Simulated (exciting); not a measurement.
## Energy of I along an even scaling of the cell

System: I (Fmmm, 1 atom in the cell).
Method: Kohn-Sham DFT of a periodic cell, PBEsol, all-electron LAPW+lo, shipped species files, no spin polarisation (exciting sodium).

The 7 runs differ only in the geometry, by an even scaling of the cell at fixed fractional positions. The structure derives from a Materials Project entry.

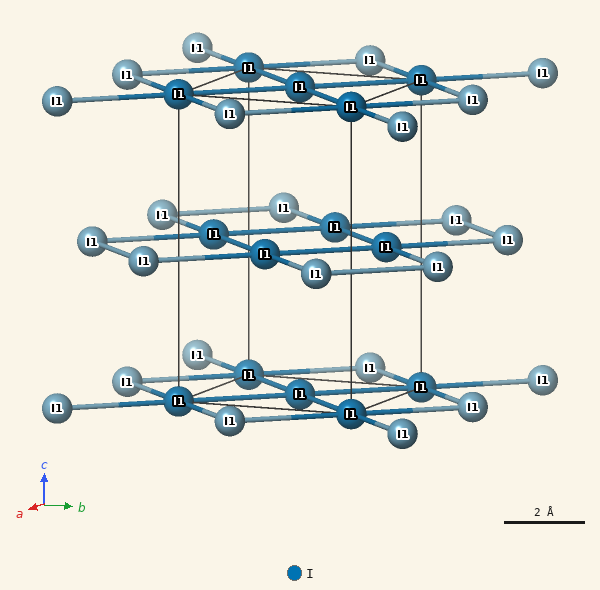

Figure 1. The structure of run 4 (ball-and-stick view of the cell 4 times as large as that of the calculation, set on its symmetry axes, seen slightly off an axis; neighbours outside the cell are drawn fainter; atoms are numbered from 1 in the order of the input).

**Input of run 4**
```
<input>
  <title>I</title>
  <structure speciespath="./" tshift="false">
    <crystal scale="1">
      <basevect>0.000000000000 4.470336957185 7.388527041307</basevect>
      <basevect>4.142743530015 0.000000000000 7.388527041307</basevect>
      <basevect>4.142743530015 4.470336957185 0.000000000000</basevect>
    </crystal>
    <species speciesfile="I.xml" rmt="2.3">
      <atom coord="0.000000000000 0.000000000000 0.000000000000"/>
    </species>
  </structure>
  <groundstate do="fromscratch" ngridk="9 9 9" rgkmax="9" gmaxvr="14" lmaxapw="10" lmaxmat="10" lmaxvr="8" xctype="GGA_PBE_SOL" stype="Fermi Dirac" swidth="0.00183747" nempty="8" ValenceRelativity="iora*" epsengy="1e-05" epspot="1e-05" maxscl="60" tforce="true" outputlevel="normal"/>
</input>
```

Command:
```bash
OMP_NUM_THREADS=1 exciting_smp
```

Lattice vectors (Å) and fractional positions of run 4:
```
   0.000000    2.365600    3.909840
   2.192245    0.000000    3.909840
   2.192245    2.365600    0.000000
I   0.000000  0.000000  0.000000
```

Run 6 has the same physical settings and fractional positions; its lattice vectors (Å) are:
```
   0.000000    2.396730    3.961291
   2.221094    0.000000    3.961291
   2.221094    2.396730    0.000000
```

**Results, with one run withheld**

| run | volume per atom (Å³) | free energy per atom, from the lowest run given (meV) |
| --- | --- | --- |
| 1 | 38.120 | 0.00 |
| 2 | 38.931 | 0.30 |
| 3 | 39.742 | 3.33 |
| 4 | 40.553 | 9.55 |
| 5 | 41.364 | 17.23 |
| 6 | 42.175 | ? |
| 7 | 42.986 | 39.14 |

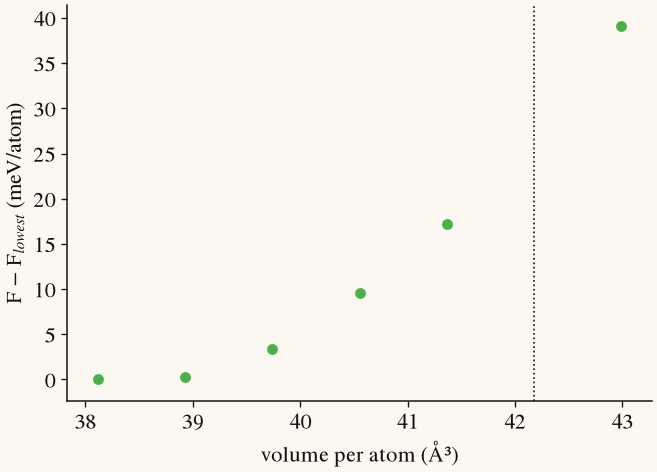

Figure 2. Free energy per atom of the runs given; the dotted line marks run 6.

Fit the runs given and predict run 6.

A cubic polynomial in V^(−2/3) (the Birch–Murnaghan form), fitted to the 6 runs given, misses them by at most 0.25 meV per atom. With x = V^(−2/3) − 0.08517 Å⁻², it reads F = 6.7159 − 5304 x + 9.8418e+05 x² + 8.2852e+06 x³ (meV per atom). At run 6 it gives 27.39 meV per atom, and the run itself gives 27.83. The fit has its minimum at 38.452 Å³ per atom, where V d²F/dV² gives 29.9 GPa. Cell shape and fractional positions are held, so this is the stiffness under even scaling; the relaxed bulk modulus wasn't computed and can be far lower in a crystal of layers, chains or molecules like this one.

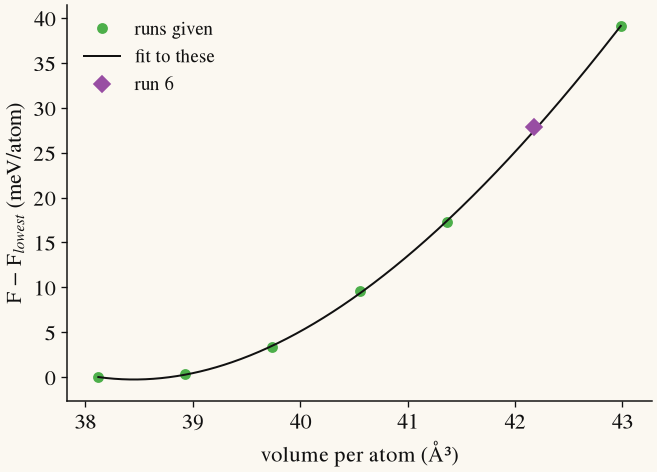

Figure 3. The fit and the withheld run.

**Some lines of the output (run 6)**
```
[...]
 Fermi energy                               :         0.10043292
 DOS at Fermi energy (states/Ha/cell)       :        19.17146299
 Absolute change in total energy   (target) :  0.574924E-04  ( 0.100000E-04)
 Total energy                               :     -7116.09847784
 DOS at Fermi energy (states/Ha/cell)       :        19.17146438
 Absolute change in total energy   (target) :  0.129575E-04  ( 0.100000E-04)
 Total energy                               :     -7116.09847850
 DOS at Fermi energy (states/Ha/cell)       :        19.17146600
 Absolute change in total energy   (target) :  0.658076E-06  ( 0.100000E-04)
 Total energy                               :     -7116.09847851
 DOS at Fermi energy (states/Ha/cell)       :        19.17146581
 Absolute change in total energy   (target) :  0.117088E-07  ( 0.100000E-04)
 Total energy                               :     -7116.09847841
 DOS at Fermi energy (states/Ha/cell)       :        19.17146570
```

Notes: The cell holds an odd number of electrons but the run has no spin polarisation, so it comes out as a metal.
